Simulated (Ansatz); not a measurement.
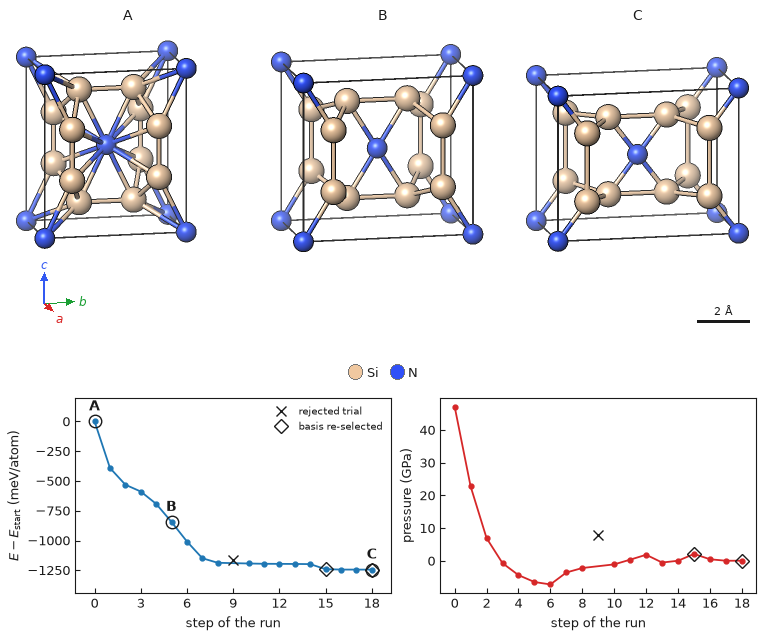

Frames of a relaxation of a crystal of Si₄N (a generated structure, set up in Immm) (coarse preliminary run), marked on the history of the run. A ball-and-stick model of the conventional cell (2 times the calculation's cell), seen slightly off an axis. Lengths and directions refer to the drawn axes.

These are results of DFT PBE, scalar-relativistic, plane waves, PAW in Ansatz 0.2.0, not measurements.

Input
```yaml
crystal:
  lattice:
    - [-1.70364469, 2.81688389, 3.25434869]
    - [1.70364469, -2.81688389, 3.25434869]
    - [1.70364469, 2.81688389, -3.25434869]
  atoms:
    - { symbol: Si, position: [0.1508, 0.34410001, 0.8067] }
    - { symbol: Si, position: [0.8492, 0.65589999, 0.1933] }
    - { symbol: Si, position: [0.46259999, 0.65589999, 0.8067] }
    - { symbol: Si, position: [0.53740001, 0.34410001, 0.1933] }
    - { symbol: "N", position: [0.0, 0.0, 0.0] }
basis:
  ecutwfc: 420
kpoints:
  mp_grid: { grid: [6, 6, 6] }
hamiltonian:
  xc: pbe
scf:
  occupations: { method: gaussian, width: 0.1 }
  lower_state_search: "off"
output:
  forces: true
  stress: true
  eigenvalues: true
relax:
  adjacent_minimum: "off"
  f_tol: 0.04
  max_steps: 70
  cell: { stress_tol: 0.4 }
```

Command:
```bash
ansatz run input.yaml --threads 1 --pin off --max-ram 2560MiB --backend cpu --events-out ev --progress --plain --runs-dir out
```

What happens along the run?

The largest moves relative to the cell, 0.51 Å, are those of Si1, Si2, Si3 and Si4. Si4 goes along [0 −1 −3]. N stays in place. The volume changes by +32.6 %, with a 3.407 → 3.988 Å (+17.0 %), b 5.634 → 7.194 Å (+27.7 %), c 6.509 → 5.777 Å (−11.2 %). Near-neighbour distances that change, for instance: Si1–Si3 4.479 → 3.067 Å, Si1–N5 2.630 → 3.424 Å, Si1–Si3 (another image) 2.029 → 2.710 Å, Si1–Si2 2.977 → 3.574 Å. Bond angles that change, for instance: Si2–Si1–Si3 123.9° → 94.3°, Si2–Si1–Si4 106.9° → 122.3°, Si2–Si1–Si2 101.9° → 114.6°. The space group stays Immm (No. 71). After 15 accepted moves (18 points after the start) the energy has fallen by 1245 meV per atom. The largest force component goes from 3.9 to 0.007 eV/Å. The pressure goes from 47.15 to 0.05 GPa. The line search rejected the trial step at point 9 of the run. At 2 points the geometry stayed and the basis and grid were re-selected for the new cell (energy shift of 42.4 meV per atom at most each time). From step 0 to 5: Si atoms move most (0.27 Å), volume +39.0 %, energy −844 meV per atom. From step 5 to 18: Si atoms move most (0.26 Å), volume −4.6 %, energy −400 meV per atom.
